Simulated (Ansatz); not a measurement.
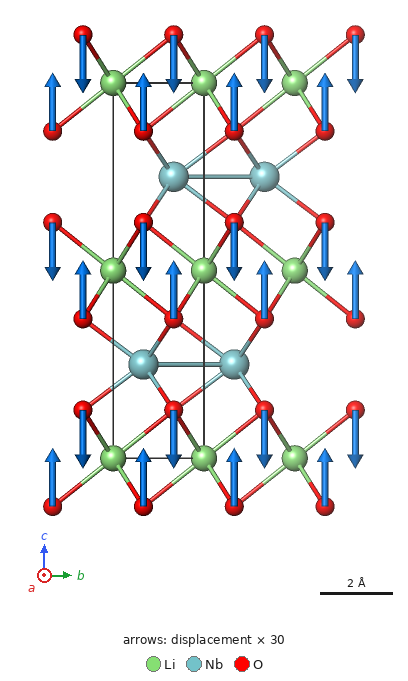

This is a relaxation of a crystal of LiNbO₂ (set up in P6_3/mmc) (coarse preliminary run). The starting structure is drawn; blue arrows show the displacements (the part carried along by the change of the cell is left out), magnified 30 times.

The picture is a ball-and-stick view of the cell of the calculation, repeated 1 × 2 × 1 with one cell outlined, seen along the a axis.

The calculation used DFT r2SCAN, scalar-relativistic, plane waves, PAW (Ansatz). (plane-wave cutoff 500 eV; k-point mesh 6 × 6 × 2; occupations gaussian; smearing width 0.1 eV; no spin polarisation; cell and atoms relaxed; force threshold 0.05 eV/Å; at most 80 steps)

**Which element moves most?**

Oxygen: up to 0.055 Å, against 0.000 Å for lithium.

**What did the optimiser do to the structure, and how much energy did it gain?**

The largest moves relative to the cell, 0.055 Å, are those of O atoms. Li and Nb stay in place. The drawn cell changes as follows: a = b 2.921 → 2.904 Å (−0.6 %), c 10.459 → 10.439 Å (−0.2 %); the volume changes by −1.4 %. Some distances before and after: Li–O 2.156 → 2.113 Å, Nb–O 2.112 → 2.136 Å, Nb–Nb 2.921 → 2.904 Å. The space group stays P6_3/mmc (No. 194). The energy falls by 0.131 eV per cell of the calculation in 3 accepted moves (4 points after the start). Largest force component: 1.2 eV/Å at the start, 0.013 eV/Å at the end. Pressure: 2.95 GPa at the start and −0.01 GPa at the end. The SCF was repeated once at an unchanged geometry on a basis and grid sized afresh for the cell, which shifted the energy by 0.7 meV per cell of the calculation at most. Cost: 13 s on 2 threads of Arm Neoverse V2 (shared host), peak memory 0.56 GiB.
